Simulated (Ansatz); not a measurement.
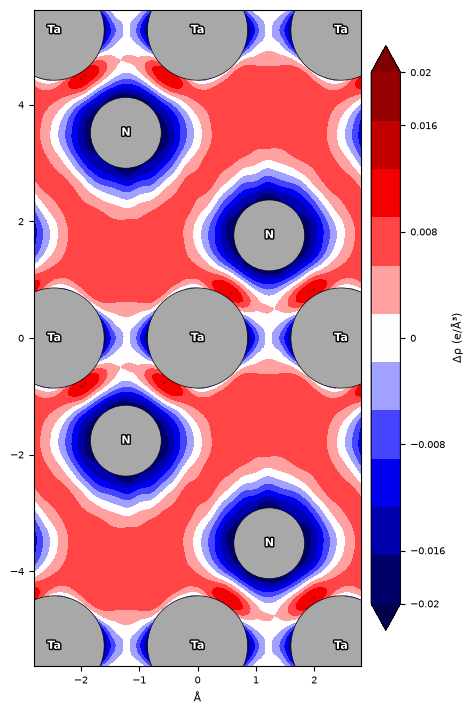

TaN. Difference of the valence pseudo-densities of two functionals at the same geometry, on the (110) plane of the calculation cell: one of PBE and r2SCAN less the other.

Both computed with Ansatz (plane waves, PAW), on the same k-point mesh. Grey discs cover the atomic cores.

**Which was subtracted from which, and what does the map show?**

It is PBE less r2SCAN. Against r2SCAN, PBE gives more density around Ta (+0.005 e/Å³ on average at 1.2 Å from the nucleus), less density around N (−0.014 e/Å³ on average at 0.8 Å from the nucleus) and a change of +0.009 e/Å³ at the midpoint of Ta–N.
